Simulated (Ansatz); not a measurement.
System: H.

```xyz
4
Lattice="3.7993 0.0000 0.0000 -1.8997 3.2903 0.0000 0.0000 0.0000 5.8254" Properties=species:S:1:pos:R:3 pbc="T T T"
H     0.0000    2.1935    1.0856
H     1.8997    1.0968    3.9983
H     1.8997    1.0968    4.7398
H     0.0000    2.1935    1.8271
```

Space group P6₃/mmc; a structure from a database of computed crystals, not necessarily the ambient phase; changed on purpose from its base cell (biaxial strain in the a-b plane, c and atoms relaxed: -2.0 %).

Theory: DFT r2SCAN, scalar-relativistic, plane waves, PAW (Ansatz 0.2.0).

Question: What will maps of the valence pseudo-density show?

Answer: H–H (0.74 Å): ρ is about 1.8 e/Å³ halfway.

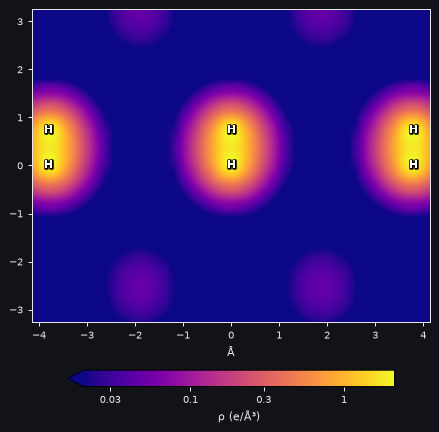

Computed valence pseudo-density on the (010) plane of the conventional cell. 

The density is the valence pseudo-density of a PAW calculation; it isn't the true density close to the nuclei.
